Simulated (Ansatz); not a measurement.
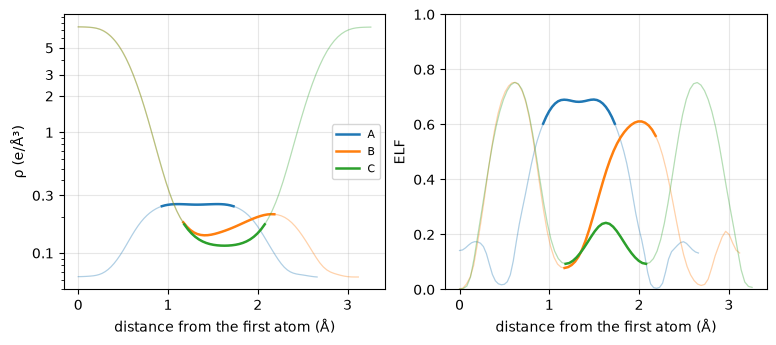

Figure. ScAl2. Valence pseudo-density and electron localisation function along straight lines between neighbouring atoms. Thin, pale parts lie inside the atomic spheres.

Space group Fd-3m; a structure from a database of computed crystals, not necessarily the ambient phase.

Theory: DFT PBEsol, scalar-relativistic, plane waves, PAW (Ansatz).

In a PAW calculation such maps are meaningful between the atoms, not at the nuclei.

```xyz
24
Lattice="7.5268 0.0000 0.0000 0.0000 7.5268 0.0000 0.0000 0.0000 7.5268" Properties=species:S:1:pos:R:3 pbc="T T T"
Sc    0.0000    0.0000    0.0000
Sc    3.7634    3.7634    0.0000
Sc    3.7634    0.0000    3.7634
Sc    0.0000    3.7634    3.7634
Sc    1.8817    1.8817    1.8817
Sc    5.6451    5.6451    1.8817
Sc    5.6451    1.8817    5.6451
Sc    1.8817    5.6451    5.6451
Al    4.7043    0.9409    0.9409
Al    0.9409    4.7043    0.9409
Al    0.9409    0.9409    4.7043
Al    4.7043    4.7043    4.7043
Al    4.7043    2.8226    2.8226
Al    0.9409    6.5860    2.8226
Al    0.9409    2.8226    6.5860
Al    4.7043    6.5860    6.5860
Al    6.5860    0.9409    2.8226
Al    2.8226    4.7043    2.8226
Al    2.8226    0.9409    6.5860
Al    6.5860    4.7043    6.5860
Al    6.5860    2.8226    0.9409
Al    2.8226    6.5860    0.9409
Al    2.8226    2.8226    4.7043
Al    6.5860    6.5860    4.7043
```

**Which curve belongs to which contact (Al–Al, Sc–Al and Sc–Sc)? The first atom named is at distance zero.**

Curve A: Al–Al (2.66 Å): the density is about 0.25 e/Å³ at the midpoint; the ELF peaks at about 0.70 between the atoms. Curve B: Sc–Al (3.12 Å): ρ at the midpoint is about 0.15 e/Å³; the ELF peaks at about 0.60 in the valence shell of Al, 1.1 Å from its nucleus, and is about 0.35 at the midpoint. Curve C: Sc–Sc (3.26 Å): ρ at the midpoint is about 0.12 e/Å³; the ELF is about 0.25 at the midpoint (no shared electron pair shows on this line).
